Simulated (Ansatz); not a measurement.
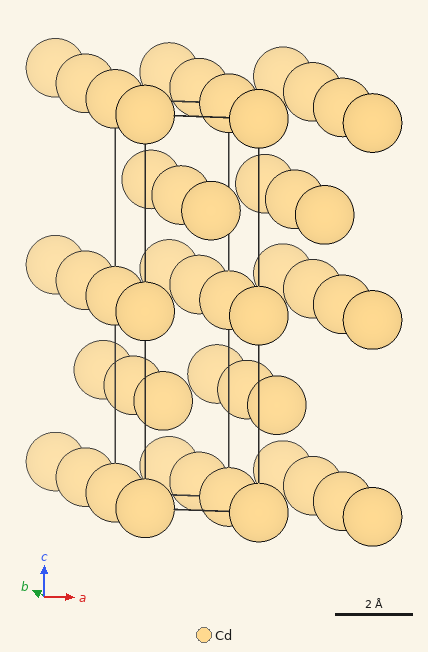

This is a symmetric starting cell of Cd. A spheres-only model of the cell of the calculation, repeated 2 × 3 × 1 with one cell outlined, seen slightly off an axis.

Computed with Ansatz, DFT PBEsol, scalar-relativistic, plane waves, PAW. (plane-wave cutoff 420 eV; k-point mesh 15 × 15 × 4; occupations gaussian; smearing width 0.1 eV; no spin polarisation)

Change: The cell is strained by +2.0 % along c and −4.0 % across it (volume −5.9 %), the atoms keeping their fractional coordinates. No relaxation follows. The starting cell wasn't computed here and needn't be at equilibrium, so pressure and forces aren't due to the change alone.

Input
```yaml
crystal:
  lattice:
    - [2.9699326148, 0.0, 0.0]
    - [-1.4849663074, 2.5720370919, 0.0]
    - [0.0, 0.0, 10.6413335392]
  atoms:
    - { symbol: Cd, position: [0.0, 0.0, 0.0] }
    - { symbol: Cd, position: [0.33333333, 0.66666667, 0.25] }
    - { symbol: Cd, position: [0.0, 0.0, 0.5] }
    - { symbol: Cd, position: [0.66666667, 0.33333333, 0.75] }
basis:
  ecutwfc: 420
kpoints:
  mp_grid: { grid: [15, 15, 4] }
hamiltonian:
  xc: pbesol
scf:
  occupations: { method: gaussian, width: 0.1 }
output:
  forces: true
  stress: true
  eigenvalues: true
```

Command:
```bash
ansatz run input.yaml --threads 1 --pin off --max-ram 1331MiB --backend cpu --events-out ev --progress --plain --runs-dir out
```

> What is the effect?

Among the bonded contacts that change: Cd–Cd 3.093 → 2.970 Å, Cd–Cd 3.161 → 3.165 Å. The space group stays P6_3/mmc (No. 194). The pressure is 1.8 GPa (not all of it need come from the change, since the unchanged cell can be under pressure at this level too). The principal stresses (compression positive) are 3.1 GPa along c and 1.2 GPa across it. All forces vanish by symmetry.

The changed structure in the same view:

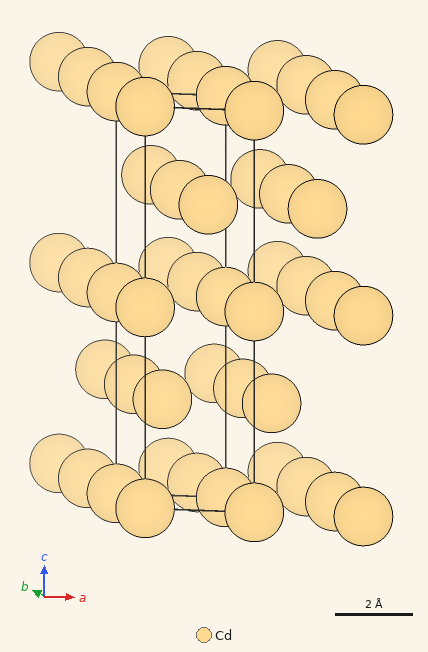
